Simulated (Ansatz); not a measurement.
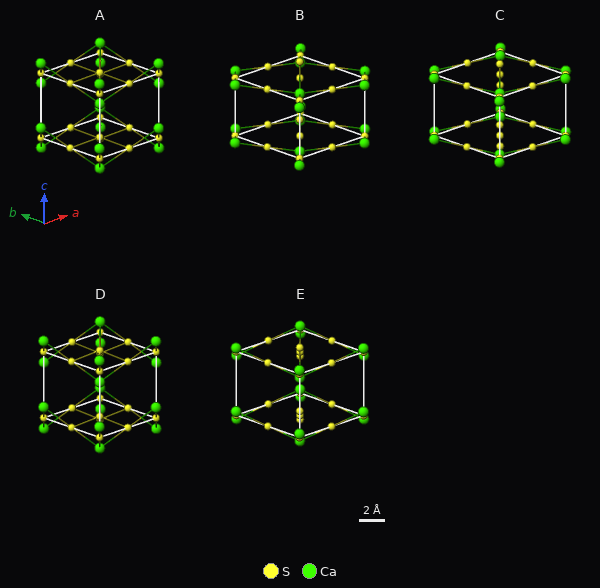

5 geometries from one relaxation of crystalline CaS$_{3}$ (a generated structure, set up in P4/nmm) (cell charge +1), in shuffled order. Style: ball-and-stick. Shown: the cell of the calculation, from a free direction.

Level of theory: DFT, PAW plane waves, PBE in Ansatz 0.2.0. Settings: plane-wave cutoff 420 eV; k-point mesh 3 × 3 × 4; occupations fermi dirac; smearing width 0.1 eV; no spin polarisation; cell and atoms relaxed; at most 40 steps.

> Put them in the order of the run, from the start to the converged end.

B, C, E, A, D. They are steps 0, 3, 6, 8, 15, at +1376 meV per atom, +1010 meV per atom, +565 meV per atom, +123 meV per atom relative to the last. The energy falls by 1376 meV per atom in 13 accepted moves (15 points after the start). Largest force component: 5.3 eV/Å at the start, 0.0028 eV/Å at the end. Pressure: 5.64 GPa at the start and 0.00 GPa at the end. At 2 points the geometry stayed and the basis and grid were re-selected for the new cell (energy shift of 0.3 meV per atom at most each time). The largest moves relative to the cell, 1.74 Å, are those of S atoms. Largest moves by element: S 1.74 Å, Ca 1.33 Å. Cell: a = b 7.329 → 6.357 Å (−13.3 %), c 4.938 → 5.641 Å (+14.2 %). Volume −14.0 %. Some distances before and after: S–S 3.505 → 2.442 Å, Ca–S 2.218 → 2.943 Å, Ca–S 2.616 → 2.844 Å, Ca–S 2.720 → 2.698 Å. Bond angles that change, for instance: S–Ca–S 164.2° → 104.4°, S–Ca–S 97.9° → 127.8°, S–Ca–S 88.9° → 68.0°. The space group stays P4/nmm (No. 129). The run took about 120 core-seconds on a shared host.

Limits of the set-up: the cell is charged, on a uniform background, and energies carry no finite-size correction.
